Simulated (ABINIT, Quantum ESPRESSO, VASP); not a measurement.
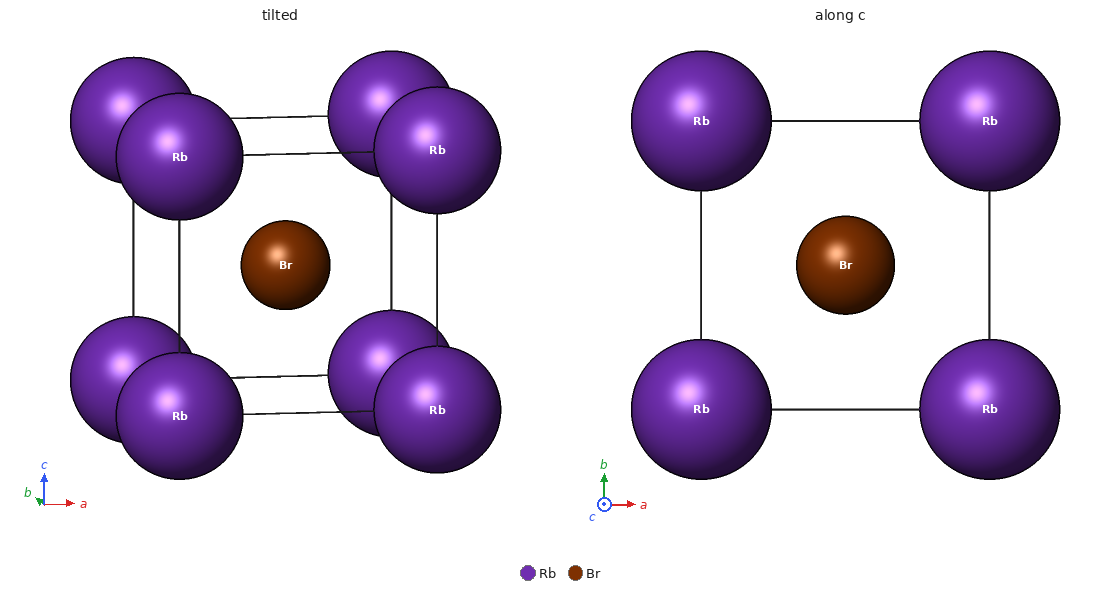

RbBr, caesium chloride (CsCl, B2) type, space group Pm-3m (No. 221), a = 4.126 Å, b = 4.126 Å, c = 4.126 Å, α = 90.00°, β = 90.00°, γ = 90.00°. This spheres-only model is shown slightly off an axis and along the c axis. Thin lines show the conventional unit cell, with boundary atoms drawn in all their periodic places. The cell is a structure listed in the Materials Project. It needn't be the stable form of this composition.

One fixed geometry in three programs or potential sets. Alike in all runs: functional PBE; k mesh 7 × 7 × 7 on the run's cell of 2 atoms; occupations fermi-dirac, width 0.05 eV; no spin polarisation; no spin-orbit coupling.

| program | gap (eV) | pressure (GPa) |
| --- | --- | --- |
| ABINIT (JTH PAW PBE v2.0) | 4.09 | 0.9 |
| VASP (PBE potentials, release 64 Rb_sv, Br) | 4.10 | 0.8 |
| Quantum ESPRESSO (SSSP 1.3 efficiency) | ? | ? |

> What does Quantum ESPRESSO (SSSP 1.3 efficiency) give?

A gap of 4.10 eV and a pressure of 0.8 GPa. The other rows span 4.09 to 4.10 eV and 0.8 to 0.9 GPa.

> Is this cell larger or smaller than the equilibrium cell of this functional?

Smaller: all pressures given are positive (0.8 to 0.9 GPa), so its volume would grow, if only a little in a stiff crystal.

Gaps are the least found on the k-mesh; a mesh with odd divisions misses some points on the zone boundary, so where the band edges lie there the true gap is smaller. Plane-wave pressures hold the error of each finite cutoff.
